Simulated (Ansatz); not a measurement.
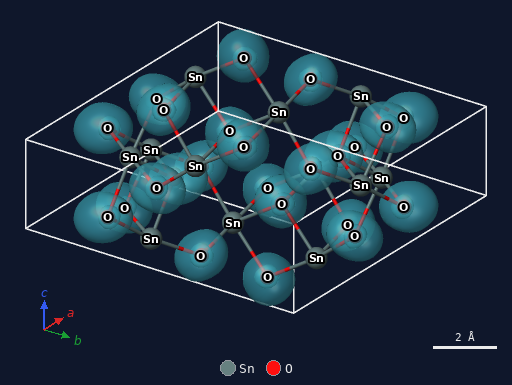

*SnO2. Isosurface of the ELF at 0.7 (cyan), seen at an oblique angle. Only the valence region is drawn (cores and ρ < 0.01 e/Å³ removed). Sticks mark near contacts.*

Space group I4/m; a structure from a database of computed crystals, not necessarily the ambient phase.

These are results of DFT LDA, scalar-relativistic, plane waves, PAW (Ansatz 0.2.0), not measurements.

Core electrons are frozen (PAW), and the valence fields are smoothed inside the atomic spheres.

Q: What do the ELF domains correspond to?

A: The surface consists of 16 regions wrapped around O (the valence shell of each), counted in one cell of 24 atoms. Any copies at cell faces, edges or corners count once. Profiles from the grid: Sn–O (2.03 Å): the ELF peaks at about 0.80 in the valence shell of O, 0.6 Å from its nucleus, and is about 0.25 at the midpoint; no shared electron pair shows on this line. Sn–O (2.09 Å): the ELF peaks at about 0.80 in the valence shell of O, 0.6 Å from its nucleus, and is about 0.25 at the midpoint: no localised pair shows between them.

Q: Does the calculation give a band gap?

A: It is gapped, with a Kohn–Sham gap of 2.0 eV on the k-point mesh, an upper bound to the gap of this method.
